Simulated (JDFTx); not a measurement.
**A series of single points on KCl**

System: KCl (Pm-3m, 2 atoms in the cell).
Method: Kohn-Sham DFT of a periodic cell, r2SCAN, SG15-PBE-1.2, no spin polarisation (JDFTx 1.7.0 (patched build)).

The 7 runs differ only in the geometry, by an even scaling of the cell at fixed fractional positions. The structure derives from a Materials Project entry.

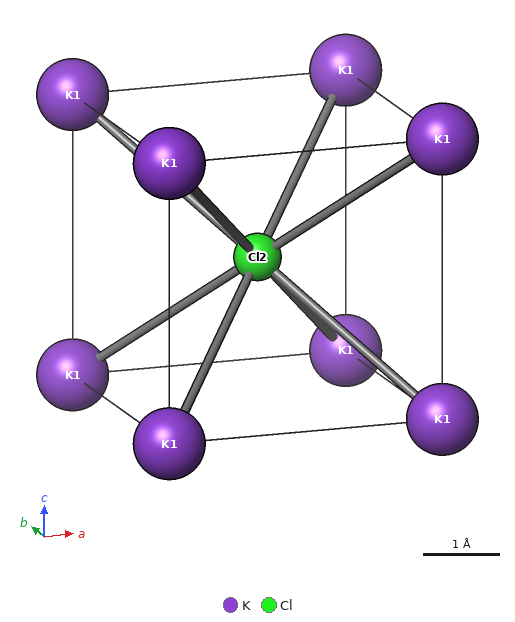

Figure 1. The structure of run 4 (ball-and-stick view of the cell of the calculation, seen slightly off an axis; atoms are numbered from 1 in the order of the input). An atom can appear more than once, as a periodic image.

**Input of run 4**
```
lattice Cubic 7.2550289788
coords-type Lattice
ion K      0.0000000000     0.0000000000     0.0000000000 1
ion Cl     0.5000000000     0.5000000000     0.5000000000 1

ion-species pseudo/K.upf
ion-species pseudo/Cl.upf
elec-cutoff 40 320
elec-ex-corr mgga-x-r2scan mgga-c-r2scan
kpoint-folding 7 7 7
elec-smearing Fermi 0.0018374661
elec-n-bands 14
electronic-SCF nIterations 100 energyDiffThreshold 1e-09
electronic-minimize nIterations 30 energyDiffThreshold 1e-7
forces-output-coords Cartesian

dump-name run.$VAR
dump End Ecomponents EigStats BandEigs Kpoints Forces Stress
```

Command:
```bash
jdftx -c 2 -i KCl.in -o KCl.out
```

Run 6 has the same physical settings and fractional positions; its lattice vectors (Å) are:
```
   3.889718    0.000000    0.000000
   0.000000    3.889718    0.000000
   0.000000    0.000000    3.889718
```

**Results, with one run withheld**

| run | volume per atom (Å³) | free energy per atom, from the lowest run given (meV) | pressure (GPa) | gap on the mesh (eV) |
| --- | --- | --- | --- | --- |
| 1 | 26.596 | 0.00 | 0.13 | 5.76 |
| 2 | 27.162 | 0.37 | −0.34 | 5.66 |
| 3 | 27.728 | 2.30 | −0.76 | 5.56 |
| 4 | 28.294 | 5.61 | −1.12 | 5.47 |
| 5 | 28.860 | 10.13 | −1.44 | 5.39 |
| 6 | 29.426 | ? | ? | ? |
| 7 | 29.991 | 22.24 | −1.98 | 5.23 |

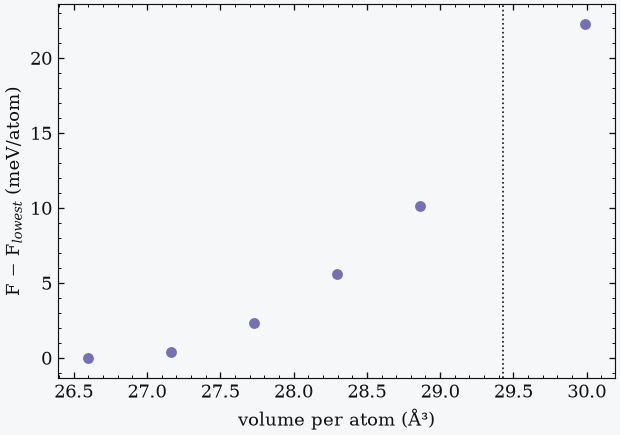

Figure 2. Free energy per atom of the runs given; the dotted line marks run 6.

What should run 6 give?

A cubic polynomial in V^(−2/3) (the Birch–Murnaghan form), fitted to the 6 runs given, misses them by under 0.01 meV per atom. With x = V^(−2/3) − 0.10827 Å⁻², it reads F = 4.1442 − 2368.9 x + 3.281e+05 x² + 1.46e+06 x³ (meV per atom). At run 6 it gives 15.72 meV per atom, and the run itself gives 15.71. The slope of the fit gives a pressure −dF/dV of −1.72 GPa there, and the run prints −1.73 GPa. The fit has its minimum at 26.752 Å³ per atom, where V d²F/dV² gives 22.9 GPa: the bulk modulus at this level, since symmetry fixes the shape and the positions. The gap on the mesh goes, without turning, from 5.76 eV in run 1 to 5.23 eV in run 7; run 6 has 5.31 eV. These are gaps of this functional on this mesh, which can miss the band edges; they aren't the measured gap.

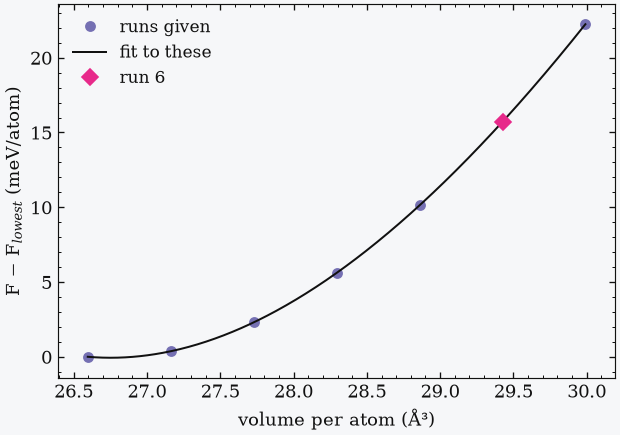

Figure 3. The fit and the withheld run.

**Some lines of the output (run 6)**
```
[...]
elec-smearing Fermi 0.00183747
unit cell volume = 397.147
     Etot =      -43.7031331030904440
        F =      -43.7031331030904795
	HOMO-LUMO gap: +0.195006
	Optical gap  : +0.201560 at state 0 ( [ +0.000000 +0.000000 +0.000000 ] spin 0 )
```

Notes: Points of doubt noted for this run: metagga forces on grid.
